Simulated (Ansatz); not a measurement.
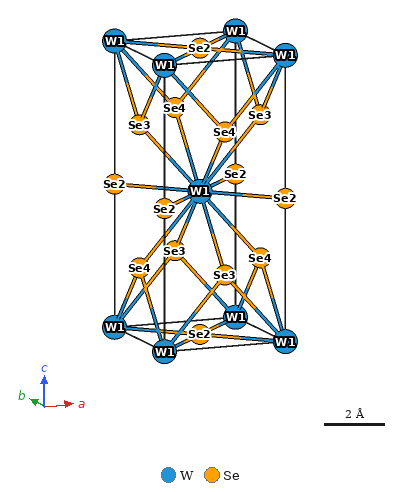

Figure 1. The input geometry (ball-and-stick view of the cell 2 times as large as that of the calculation, set on its symmetry axes, seen slightly off an axis; atoms are numbered from 1 in the order of the input).

Single-point calculation of WSe3

- system: WSe3 (I4/mmm, 4 atoms in the cell)
- method: DFT PBE, scalar-relativistic, plane waves, PAW, no spin polarisation (Ansatz 0.2.0)

The structure was built on a prototype by a generator; it need not be a known phase. It belongs to a series of runs on one base structure; here: TiAl3 (D0_22) type (I4/mmm, No. 139). Figures and captions count atoms from 1; the log counts them from 0 in places.

### The input
```yaml
crystal:
  lattice:
    - [-2.1972907733, 2.1972907733, 4.9082339352]
    - [2.1972907733, -2.1972907733, 4.9082339352]
    - [2.1972907733, 2.1972907733, -4.9082339352]
  atoms:
    - { symbol: W, position: [0.0, 0.0, 0.0] }
    - { symbol: Se, position: [0.5, 0.5, 0.0] }
    - { symbol: Se, position: [0.25, 0.75, 0.5] }
    - { symbol: Se, position: [0.75, 0.25, 0.5] }
basis:
  ecutwfc: 420
kpoints:
  mp_grid: { grid: [6, 6, 6] }
hamiltonian:
  xc: pbe
scf:
  occupations: { method: gaussian, width: 0.1 }
  lower_state_search: "off"
output:
  forces: true
  stress: true
  eigenvalues: true
```

Run on 1 thread of Intel Xeon @ 2.50GHz (Skylake/Cascade Lake), 189 GiB of memory available, shared host.

Command:
```bash
ansatz run input.yaml --threads 1 --pin off --max-ram 2560MiB --backend cpu --events-out ev --progress --plain --runs-dir out
```

### The program's output
```
Engine: ansatz 0.2.0, x86_64-unknown-linux-gnu
Pseudopotentials: kind: paw
Pseudopotential: W, paw, valence charge 14, recommended cutoff 420 eV (normal), W.paw.azcp
Pseudopotential: Se, paw, valence charge 16, recommended cutoff 420 eV (normal), Se.paw.azcp
Functional definition: PBE
  parameter kappa = 0.804
  parameter beta = 0.06672455060314922
  exchange = pbe_x(kappa = kappa, mu = beta*pi^2/3)
  correlation = pbe_c(beta = beta)
Crystal: 4 atoms, lattice volume = 94.790 Å³
Basis set: ecut = 420 eV, 1865 PW (Γ), exchange–correlation on 80×80×80 points (8 copies of the dense FFT grid, shifted against one another)
Bands: 38, of which v1, the nominal top of the filled ones, is band 31 counted from 1 (30 counted from 0)
Symmetry: 16 space group operations
Space group: I4/mmm (ITA 139), of the structure as read, at distance tolerance 4.6e-5 Å
k-points: 30 of 216
Non-local potential: W, projectors of the file, l = 0: 3, l = 1: 2, l = 2: 2, l = 3: 1
Non-local potential: Se, projectors of the file, l = 0: 2, l = 1: 2, l = 2: 3, l = 3: 1
PAW form: soft (Blöchl's): semilocal exchange-correlation on the pseudo side does not see the compensation charge
PAW one-centre angular grid: W, 590 points (default); XC on 64 Gauss nodes
PAW one-centre angular grid: Se, 590 points (default); XC on 64 Gauss nodes
Initial density: superposition of atomic densities (neutral atoms: chi_scale 0, normalization atom), corrected by the library's trained network
Initial wavefunctions: pseudopotential atomic-orbital guess
Functional: x = pbe(κ = 0.804, μ = 0.2195149727645171), c = pbe(β = 0.06672455060314922)
SCF iter   1: F=—  HF=-26786.910483 eV  |F-HF|=—  |Δ(HF+E_count)|=         —  Δρ=9.16e-3  dr2=1.41e-1  ethr=1.77e-3  ⟨swp⟩=5.8  Hψ=4235  notcnv=0
preconditioner: auto → Kerker (q_TF=auto, 2.542 Å⁻¹)  [metal: Δε(μ)=0.039 eV  Ē_g=6.946 eV  σ=0.100 eV  W_gap=0.22  n_scr=30 (ndim 8)  ℏωp=18.7 eV  f_vac=0.000  D(μ)=4.58/eV (n_scr^D=36)]
SCF iter   2: F=—  HF=-26786.899721 eV  |F-HF|=—  |Δ(HF+E_count)|=   1.08e-2  Δρ=3.65e-3  dr2=3.14e-2  ethr=2.27e-4  ⟨swp⟩=1.0  Hψ=1380  notcnv=0
SCF iter   3: F=—  HF=-26786.897601 eV  |F-HF|=—  |Δ(HF+E_count)|=   2.12e-3  Δρ=8.38e-4  dr2=1.60e-3  ethr=5.07e-5  ⟨swp⟩=1.0  Hψ=1110  notcnv=0
SCF iter   4: F=—  HF=-26786.897498 eV  |F-HF|=—  |Δ(HF+E_count)|=   1.03e-4  Δρ=2.36e-4  dr2=8.83e-5  ethr=2.58e-6  ⟨swp⟩=2.6  Hψ=1719  notcnv=0
SCF iter   5: F=—  HF=-26786.897481 eV  |F-HF|=—  |Δ(HF+E_count)|=   1.78e-5  Δρ=1.42e-4  dr2=3.28e-5  ethr=1.42e-7  ⟨swp⟩=2.0  Hψ=1911  notcnv=0
SCF iter   6: F=—  HF=-26786.897477 eV  |F-HF|=—  |Δ(HF+E_count)|=   3.44e-6  Δρ=4.70e-5  dr2=3.38e-6  ethr=5.29e-8  ⟨swp⟩=2.2  Hψ=2032  notcnv=0
SCF iter   7: F=—  HF=-26786.897478 eV  |F-HF|=—  |Δ(HF+E_count)|=   6.38e-7  Δρ=1.38e-5  dr2=2.58e-7  ethr=5.45e-9  ⟨swp⟩=2.0  Hψ=1700  notcnv=0
SCF iter   8: F=-26786.897478 eV  HF=-26786.897478 eV  |F-HF|=4.93e-9  |Δ(HF+E_count)|=   4.49e-9  Δρ=5.05e-6  dr2=2.36e-8  ethr=1.61e-10  ⟨swp⟩=7.8  Hψ=4533  notcnv=0
SCF 1 converged in 8 iterations: F = -26786.897478 eV  dr2 = 2.36e-8
  greatest PAW one-centre occupation: 1.000 electrons in one spin orbital (limit 2), on the Se atom at site 3 (counted from 0), in its partial waves of l = 2
SCF converged after 8 iterations
Free energy (F): -26786.897478 eV
Harris-Foulkes:  -26786.897478 eV  (|F-HF|=4.93e-9)
Internal energy: -26786.870967 eV  (E = F + TS)
E sigma→0 (E₀):  -26786.884222 eV
Entropy (-TS):   -0.026511 eV (-6.628 meV/atom)
Fermi energy:    10.357271 eV
--- Per-component energies (eV) ---
  E_band       = -1316.549167
  E_kinetic    = 783.710701
  E_local      = -7587.899883  (includes V_loc(G=0)·N_el)
  E_nonlocal   = -1778.874533
  E_hartree    = 3630.182735
  E_xc         = -568.131633
  E_vxc        = -518.257905  (∫ρ·V_xc dr)
  E_paw        = -14299.994903  (= ΣΔE_a)
  E_vpaw       = 524.406018  (= ΣTr[D̂ρ^β])
  E_aug_tail   = -0.001828  (compensation charges beyond the density's cutoff)
  E_ewald      = -6965.861623
  E_smearing   = -0.026511  (= −TS)
  E_closure    = -0.000000  (closes the sum)
  Σ components = -26786.897478   (vs F -26786.897478, Δ=0.00e0)
--- Forces (eV/Å), atoms counted from 1 ---
  atom   1  W     -0.00000000     0.00000000    -0.00000000
  atom   2  Se    -0.00000000     0.00000000    -0.00000000
  atom   3  Se     0.00000000     0.00000000     0.00000000
  atom   4  Se    -0.00000000     0.00000000     0.00000000
  max |Σ_I F_I| component: 1.73e-17 eV/Å
--- Stress (GPa, compression-positive) ---
      -14.115832       0.000000      -0.000000
        0.000000     -14.115832       0.000000
       -0.000000      -0.000000     -19.942752
  P = ⅓ Tr σ = -16.0581 GPa (-160.581 kbar)
--- Band table (eV; the first three rows and the last of 30) ---
  k-point 0: bands = ["-64.5744", "-38.1208", "-38.1173", "-38.1135", "-38.1090", "-38.0994", "-38.0994", "-38.0976", "-38.0976", "-38.0958", "-38.0916", "-37.7055", "-37.7051", "-37.6481", "-37.6481", "-37.6289", "-28.8227", "-28.6421", "-28.6421", "-4.3566", "-1.7399", "-1.2577", "5.3749", "6.1290", "6.1290", "7.3509", "7.9430", "7.9430", "9.7760", "9.8699", "10.3574", "10.3647", "10.9556", "10.9556", "11.0112", "11.0112", "11.7597", "15.5026"]
  k-point 1: bands = ["-64.5743", "-38.1194", "-38.1168", "-38.1139", "-38.1105", "-38.0994", "-38.0989", "-38.0981", "-38.0975", "-38.0952", "-38.0921", "-37.7055", "-37.7051", "-37.6481", "-37.6481", "-37.6289", "-28.8225", "-28.6429", "-28.6429", "-4.0621", "-1.7397", "-1.6415", "5.2447", "6.1617", "6.4061", "6.7095", "7.1712", "8.4823", "9.1730", "9.9688", "10.0830", "10.9008", "10.9356", "11.0114", "11.4794", "11.7470", "12.3991", "15.7829"]
  k-point 2: bands = ["-64.5743", "-38.1167", "-38.1158", "-38.1148", "-38.1137", "-38.0995", "-38.0990", "-38.0979", "-38.0975", "-38.0939", "-38.0928", "-37.7055", "-37.7051", "-37.6481", "-37.6481", "-37.6289", "-28.8223", "-28.6445", "-28.6445", "-3.3013", "-2.2521", "-1.9136", "4.8720", "5.6888", "5.9530", "6.5587", "6.6235", "9.3510", "9.6860", "10.2144", "10.3153", "10.6664", "10.9744", "11.0873", "11.7738", "11.9680", "12.3295", "16.4437"]
  k-point 29: bands = ["-64.5744", "-38.1208", "-38.1173", "-38.1134", "-38.1090", "-38.0994", "-38.0994", "-38.0976", "-38.0976", "-38.0958", "-38.0916", "-37.7055", "-37.7051", "-37.6481", "-37.6481", "-37.6289", "-28.8229", "-28.6422", "-28.6422", "-3.7809", "-2.6833", "-1.3155", "5.9093", "5.9093", "6.1477", "8.9045", "9.2057", "9.2057", "9.2292", "9.3709", "9.4269", "9.4269", "9.9167", "9.9564", "11.4256", "11.4256", "12.1613", "16.7563"]
```

### Summary

| quantity | value |
| --- | --- |
| outcome | converged |
| space group (tolerance 0.01 Å) | I4/mmm (139) |
| electrons treated | 62 |
| free energy | −26786.8975 eV |
| Fermi energy | 10.357 eV |
| gap on the k-point mesh | none (metallic) |
| pressure | −16.06 GPa |
| largest force (length of the vector) | under 0.001 eV/Å |
| wall time | 21 s (CPU time 12 s; the host was busy) |
| peak memory | 0.43 GiB |

### Remarks

Spin–orbit coupling is left out, which matters for W. The cell is under a tension of 16.1 GPa at this level, so it is not at its equilibrium volume.
